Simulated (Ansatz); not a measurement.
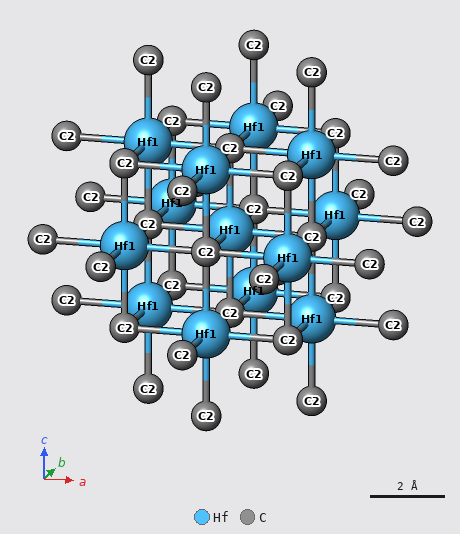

The starting point is crystalline HfC (set up in Fm-3m). Style: ball-and-stick. Shown: the conventional cell (4 times the calculation's cell), slightly off an axis. Lengths and directions refer to the drawn axes.

Method: DFT, PBEsol, PAW with Ansatz's default frozen-core files, scalar-relativistic in Ansatz 0.2.0. Settings: plane-wave cutoff 420 eV; k-point mesh 15 × 15 × 15; occupations fermi dirac; smearing width 0.05 eV; no spin polarisation.

The variant: The cell is strained by +1.0 % along c and none across it (volume +1.0 %), the atoms keeping their fractional coordinates. No relaxation follows.

### Predict the response.

Some distances before and after: C–Hf 2.325 → 2.325 to 2.348 Å. The space group (tolerance 0.01 Å) goes from Fm-3m (No. 225) to I4/mmm (No. 139). It costs 6.9 meV per atom. Pressure: −6.6 GPa before, −8.7 GPa after. The principal stresses (compression positive) are −11.0 GPa along c and −7.5 GPa across it. All forces vanish by symmetry.
